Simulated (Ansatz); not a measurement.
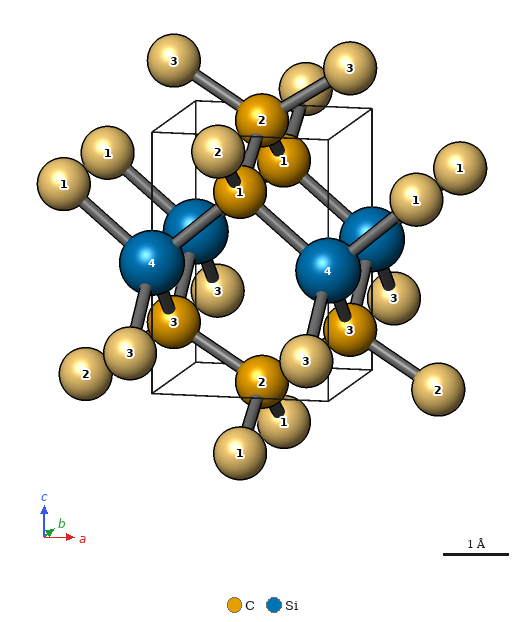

The structure as given in the input (ball-and-stick view of the cell of the calculation, seen slightly off an axis; neighbours outside the cell are drawn fainter; atoms are numbered from 1 in the order of the input). Near neighbours in the crystal (not all of them lie inside the picture): C has 2 C at 1.65 Å and 2 Si at 1.82 Å; C has 4 C at 1.65 Å; Si has 4 C at 1.82 Å.

## Single-point calculation, with input and output: SiC₃

SiC₃ (P-4m2, 4 atoms in the cell), computed with DFT, PBE, plane waves, PAW, no spin polarisation (Ansatz 0.2.0).

The structure was built on a prototype by a generator. The geometry comes from this level: r2SCAN. It belongs to a series of runs on one base structure; here: drawn settings. Figures and captions count atoms from 1; the log counts them from 0 in places.

**The input**
```yaml
crystal:
  lattice:
    - [2.7964006874, 0.0, 0.0]
    - [0.0, 2.7964006874, 0.0]
    - [0.0, 0.0, 4.0900436006]
  atoms:
    - { symbol: C, position: [0.5, 0.0, 0.7862689761] }
    - { symbol: C, position: [0.5, 0.5, 0.0] }
    - { symbol: C, position: [0.0, 0.5, 0.2137310239] }
    - { symbol: Si, position: [0.0, 0.0, 0.5] }
kpoints:
  mp_grid: { grid: [6, 6, 4] }
hamiltonian:
  xc: pbe
scf:
  occupations: { method: fixed }
output:
  optics:
    e_range: [0.5, 30]
    de: 0.1
    sigma: 0.25
    scissors: 1.0
    scheme: fermi_dirac
    bands: scf
  write_density: true
  write_potential: true
  elf: true
  volumetric_format: npy
```

Launched with:
```bash
ansatz run input.yaml --threads 4 --pin off --max-ram 3686MiB --backend cpu --events-out ev --progress --plain --runs-dir out
```

**What the program printed**
```
Engine: ansatz 0.2.0, aarch64-unknown-linux-gnu
Pseudopotentials: kind: paw
Pseudopotential: C, paw, valence charge 4, recommended cutoff 420 eV (normal), C.paw.azcp
Pseudopotential: Si, paw, valence charge 4, recommended cutoff 420 eV (normal), Si.paw.azcp
Functional definition: PBE
  parameter kappa = 0.804
  parameter beta = 0.06672455060314922
  exchange = pbe_x(kappa = kappa, mu = beta*pi^2/3)
  correlation = pbe_c(beta = beta)
Crystal: 4 atoms, lattice volume = 31.984 Å³
Basis set: ecut = 420 eV, 649 PW (Γ)
Bands: 12, of which v1, the nominal top of the filled ones, is band 8 counted from 1 (7 counted from 0)
Symmetry: 8 space group operations
Space group: P-4m2 (ITA 115), of the structure as read, at distance tolerance 3.2e-5 Å
k-points: 30 of 144 (time reversal used)
Non-local potential: C, projectors of the file, l = 0: 2, l = 1: 2, l = 2: 1
Non-local potential: Si, projectors of the file, l = 0: 2, l = 1: 2, l = 2: 2
PAW form: soft (Blöchl's): semilocal exchange-correlation on the pseudo side does not see the compensation charge
PAW one-centre angular grid: C, 110 points (default); XC on 64 Gauss nodes
PAW one-centre angular grid: Si, 110 points (default); XC on 64 Gauss nodes
Initial density: superposition of atomic densities (neutral atoms: chi_scale 0, normalization atom), corrected by the library's trained network
Initial wavefunctions: pseudopotential atomic-orbital guess
Functional: x = pbe(κ = 0.804, μ = 0.2195149727645171), c = pbe(β = 0.06672455060314922)
SCF iter   1: F=—  HF=-1386.595338 eV  |F-HF|=—  |Δ(HF+E_count)|=         —  Δρ=4.82e-3  dr2=3.91e-3  ethr=1.77e-3  ⟨swp⟩=5.2  Hψ=2027  notcnv=0  defer=56
preconditioner: auto → none  [insulator: Δε(μ)=1.649 eV  Ē_g=13.239 eV  n_scr=6 (ndim 8)  ℏωp=26.3 eV  f_vac=0.000  ε∞_Penn≈4.9]
SCF iter   2: F=—  HF=-1386.594985 eV  |F-HF|=—  |Δ(HF+E_count)|=   3.53e-4  Δρ=2.12e-3  dr2=6.99e-4  ethr=2.45e-5  ⟨swp⟩=2.4  Hψ=740  notcnv=0  defer=60
SCF iter   3: F=—  HF=-1386.595128 eV  |F-HF|=—  |Δ(HF+E_count)|=   1.43e-4  Δρ=7.33e-4  dr2=2.54e-4  ethr=4.37e-6  ⟨swp⟩=2.2  Hψ=619  notcnv=0  defer=60
SCF iter   4: F=—  HF=-1386.595062 eV  |F-HF|=—  |Δ(HF+E_count)|=   6.61e-5  Δρ=1.77e-4  dr2=3.45e-6  ethr=1.59e-6  ⟨swp⟩=2.2  Hψ=569  notcnv=0  defer=32
SCF iter   5: F=—  HF=-1386.595064 eV  |F-HF|=—  |Δ(HF+E_count)|=   2.61e-6  Δρ=4.54e-5  dr2=3.86e-7  ethr=2.16e-8  ⟨swp⟩=2.3  Hψ=593  notcnv=0
SCF iter   6: F=—  HF=-1386.595064 eV  |F-HF|=—  |Δ(HF+E_count)|=   7.23e-8  Δρ=1.26e-5  dr2=5.36e-8  ethr=2.41e-9  ⟨swp⟩=2.3  Hψ=570  notcnv=0
SCF iter   7: F=—  HF=-1386.595064 eV  |F-HF|=—  |Δ(HF+E_count)|=   6.95e-9  Δρ=2.96e-6  dr2=1.61e-9  ethr=3.35e-10  ⟨swp⟩=2.0  Hψ=558  notcnv=0
SCF iter   8: F=—  HF=-1386.595064 eV  |F-HF|=—  |Δ(HF+E_count)|=   1.23e-9  Δρ=3.86e-7  dr2=2.47e-11  ethr=1.01e-11  ⟨swp⟩=2.0  Hψ=581  notcnv=0
SCF iter   9: F=-1386.595064 eV  HF=-1386.595064 eV  |F-HF|=2.27e-13  |Δ(HF+E_count)|=  3.09e-11  Δρ=3.49e-8  dr2=2.91e-13  ethr=1.00e-12  ⟨swp⟩=3.5  Hψ=1216  notcnv=0
SCF 1 converged in 9 iterations: F = -1386.595064 eV  dr2 = 2.91e-13
  greatest PAW one-centre occupation: 0.653 electrons in one spin orbital (limit 2), on the Si atom at site 3 (counted from 0), in its partial waves of l = 0
Optics k sum: 0 of 30 k-points
Optics k sum: 2 of 30 k-points
Optics k sum: 3 of 30 k-points
Optics k sum: 5 of 30 k-points
Optics k sum: 6 of 30 k-points
Optics k sum: 8 of 30 k-points
Optics k sum: 9 of 30 k-points
Optics k sum: 11 of 30 k-points
Optics k sum: 12 of 30 k-points
Optics k sum: 14 of 30 k-points
Optics k sum: 15 of 30 k-points
Optics k sum: 17 of 30 k-points
Optics k sum: 18 of 30 k-points
Optics k sum: 20 of 30 k-points
Optics k sum: 21 of 30 k-points
Optics k sum: 23 of 30 k-points
Optics k sum: 24 of 30 k-points
Optics k sum: 26 of 30 k-points
Optics k sum: 27 of 30 k-points
Optics k sum: 29 of 30 k-points
Optics k sum: 30 of 30 k-points
Optics k sum: 0 of 30 k-points
Optics k sum: 2 of 30 k-points
Optics k sum: 3 of 30 k-points
Optics k sum: 5 of 30 k-points
Optics k sum: 6 of 30 k-points
Optics k sum: 8 of 30 k-points
Optics k sum: 9 of 30 k-points
Optics k sum: 11 of 30 k-points
Optics k sum: 12 of 30 k-points
Optics k sum: 14 of 30 k-points
Optics k sum: 15 of 30 k-points
Optics k sum: 17 of 30 k-points
Optics k sum: 18 of 30 k-points
Optics k sum: 20 of 30 k-points
Optics k sum: 21 of 30 k-points
Optics k sum: 23 of 30 k-points
Optics k sum: 24 of 30 k-points
Optics k sum: 26 of 30 k-points
Optics k sum: 27 of 30 k-points
Optics k sum: 29 of 30 k-points
Optics k sum: 30 of 30 k-points
SCF converged after 9 iterations
Free energy (F): -1386.595064 eV
Harris-Foulkes:  -1386.595064 eV  (|F-HF|=2.27e-13)
Internal energy: -1386.595064 eV  (E = F + TS)
E sigma→0 (E₀):  -1386.595064 eV
Fermi energy:    11.586847 eV
--- Per-component energies (eV) ---
  E_band       = 60.574885
  E_kinetic    = 315.486451
  E_local      = -248.741669  (includes V_loc(G=0)·N_el)
  E_nonlocal   = 105.825955
  E_hartree    = 69.333134
  E_xc         = -201.767412
  E_vxc        = -228.722546  (∫ρ·V_xc dr)
  E_paw        = -810.200316  (= ΣΔE_a)
  E_vpaw       = -21.939599  (= ΣTr[D̂ρ^β])
  E_aug_tail   = 0.000031  (compensation charges beyond the density's cutoff)
  E_ewald      = -616.531237
  E_smearing   = -0.000000  (= −TS)
  E_closure    = 0.000000  (closes the sum)
  Σ components = -1386.595064   (vs F -1386.595064, Δ=0.00e0)
--- Band table (eV; the first three rows and the last of 30) ---
  k-point 0: bands = ["-7.1120", "-0.4939", "0.7549", "6.1321", "6.1321", "10.9061", "11.5868", "11.5868", "13.4444", "14.4677", "16.6401", "17.1534"]
  k-point 1: bands = ["-6.7226", "-2.7380", "3.4895", "6.3364", "6.3364", "9.7022", "10.8203", "10.8203", "13.5830", "15.0821", "16.3841", "18.2990"]
  k-point 2: bands = ["-6.0472", "-4.2244", "6.2150", "6.5871", "6.5871", "7.5285", "10.1325", "10.1325", "14.2671", "14.5701", "17.6020", "19.4740"]
  k-point 29: bands = ["-0.7069", "0.0171", "0.0171", "4.1939", "4.4330", "4.8741", "4.8741", "5.2685", "17.0091", "17.0091", "17.6469", "20.3626"]
```

**File rho_z.tsv**
```
# z_ang	rho[e/angstrom^3]
# format = ansatz-planar-average/11
# lattice	2.796400687	0.000000000	0.000000000
# lattice	0.000000000	2.796400687	0.000000000
# lattice	0.000000000	0.000000000	4.090043601
# sites	4
# site	6	1.398200344	0.000000000	3.215874394
# site	6	1.398200344	1.398200344	0.000000000
# site	6	0.000000000	1.398200344	0.874169207
# site	14	0.000000000	0.000000000	2.045021800
0.000000	5.669261e-1
0.136335	5.725234e-1
0.272670	5.844327e-1
0.409004	5.941952e-1
0.545339	5.977419e-1
0.681674	5.951839e-1
0.818009	5.883363e-1
0.954344	5.779274e-1
1.090678	5.601616e-1
1.227013	5.289737e-1
1.363348	4.825142e-1
1.499683	4.258207e-1
1.636017	3.682328e-1
1.772352	3.194734e-1
1.908687	2.870456e-1
2.045022	2.756610e-1
2.181357	2.870456e-1
2.317691	3.194734e-1
2.454026	3.682328e-1
2.590361	4.258207e-1
2.726696	4.825142e-1
2.863031	5.289737e-1
2.999365	5.601616e-1
3.135700	5.779274e-1
3.272035	5.883363e-1
3.408370	5.951839e-1
3.544704	5.977419e-1
3.681039	5.941952e-1
3.817374	5.844327e-1
3.953709	5.725234e-1
```

**File v_z.tsv**
```
# z_ang	v_es[eV]	v_tot[eV]
# format = ansatz-planar-average/11
# xc	pbe
# density_cutoff_ev	1680
# datasets	C=:simpson_from_first_knot:soft	Si=:simpson_from_first_knot:soft
# lattice	2.796400687	0.000000000	0.000000000
# lattice	0.000000000	2.796400687	0.000000000
# lattice	0.000000000	0.000000000	4.090043601
# sites	4
# site	6	1.398200344	0.000000000	3.215874394
# site	6	1.398200344	1.398200344	0.000000000
# site	6	0.000000000	1.398200344	0.874169207
# site	14	0.000000000	0.000000000	2.045021800
0.000000	1.734646e0	-1.060003e1
0.136335	2.164886e0	-1.018380e1
0.272670	2.980352e0	-9.414112e0
0.409004	3.423675e0	-9.016945e0
0.545339	3.315177e0	-9.155604e0
0.681674	2.670048e0	-9.799388e0
0.818009	1.999250e0	-1.042616e1
0.954344	2.032462e0	-1.030595e1
1.090678	2.788194e0	-9.405905e0
1.227013	3.695067e0	-8.312934e0
1.363348	3.899324e0	-7.865530e0
1.499683	2.963282e0	-8.624772e0
1.636017	1.148841e0	-1.045473e1
1.772352	-7.454031e-1	-1.243707e1
1.908687	-2.099693e0	-1.385503e1
2.045022	-2.590963e0	-1.437293e1
2.181357	-2.099693e0	-1.385503e1
2.317691	-7.454031e-1	-1.243707e1
2.454026	1.148841e0	-1.045473e1
2.590361	2.963282e0	-8.624772e0
2.726696	3.899324e0	-7.865530e0
2.863031	3.695067e0	-8.312934e0
2.999365	2.788194e0	-9.405905e0
3.135700	2.032462e0	-1.030595e1
3.272035	1.999250e0	-1.042616e1
3.408370	2.670048e0	-9.799388e0
3.544704	3.315177e0	-9.155604e0
3.681039	3.423675e0	-9.016945e0
3.817374	2.980352e0	-9.414112e0
3.953709	2.164886e0	-1.018380e1
```

**File optics_head.txt**
```
# E[eV]	eps2_xx	eps2_yy	eps2_zz	eps2_xy	eps2_xz	eps2_yz	eps1_xx	eps1_yy	eps1_zz	eps1_xy	eps1_xz	eps1_yz	loss_summed_bands_xx	loss_summed_bands_yy	loss_summed_bands_zz
# format = ansatz-optics/6
# eps_inf(xx yy zz) = 5.470978 5.470978 5.727335
# eps_inf_bands = summed_by_request
# eps_inf_summed_bands(xx yy zz) = 5.470978 5.470978 5.727335
# k_sum = mesh_cells
# eps2_relative_error = 0.0038
# eps_inf_relative_error = 0.0037
# f_sum_n_eff(xx yy zz) = 7.775877 7.775877 8.044553 of n_electrons = 16.000000
# f_sum_n_eff_momentum_only(xx yy zz) = 9.584337 9.584337 10.242794
# loss_f_sum_n_eff(xx yy zz) = 8.702634 8.702634 9.013462
# perfect_screening_sum(xx yy zz) = 0.817217 0.817217 0.825399
# perfect_screening_sum_on_rows(xx yy zz) = 0.817644 0.817644 0.825798
# the maxima of the summed bands' own loss function (the loss_summed_bands columns) are measured between the rows too: peak_sampling_summed_bands says what part of their heights the rows count for, and missed_extrema_summed_bands lists those of which they count for under four fifths, the half width
# peak_sampling_summed_bands_xx(least_part_sampled least_sampled_at_ev n_extrema n_missed) = 9.002788e-1 22.17475026393856 3 0
# peak_sampling_summed_bands_yy(least_part_sampled least_sampled_at_ev n_extrema n_missed) = 9.002788e-1 22.174750263938567 3 0
# peak_sampling_summed_bands_zz(least_part_sampled least_sampled_at_ev n_extrema n_missed) = 9.996603e-1 22.50238523200405 2 0
# n_bands = 12
# the loss_summed_bands columns' heights are not shown to be converged in n_bands (the SCF's count)
# valid_up_to_ev = 4.066542
# loss_band_truncation_warned_of = loss_summed_bands_xx loss_summed_bands_yy loss_summed_bands_zz
# least_direct_gap_ev = 1.857589e0 at k(fractional) = 0.000000 0.000000 0.000000, k_point = 0, channel = 0, bands = 7 8 (counted from 0)
# evaluated_top_ev = 33.100000
# all_electron_strengths = true
```

**Key numbers**

```tsv
quantity	value
outcome	converged
space group (tolerance 0.01 Å)	P-4m2 (115)
electrons treated	16
free energy	−1386.5951 eV
Fermi energy	11.587 eV
gap on the k-point mesh	1.64 eV
hardware	4 threads of Arm Neoverse V1, 24 GiB of memory available, shared host
wall time	2.4 s (CPU time 8.7 s)
peak memory	0.34 GiB
```

**Remarks**

Settings chosen away from the usual ones: drawn settings.
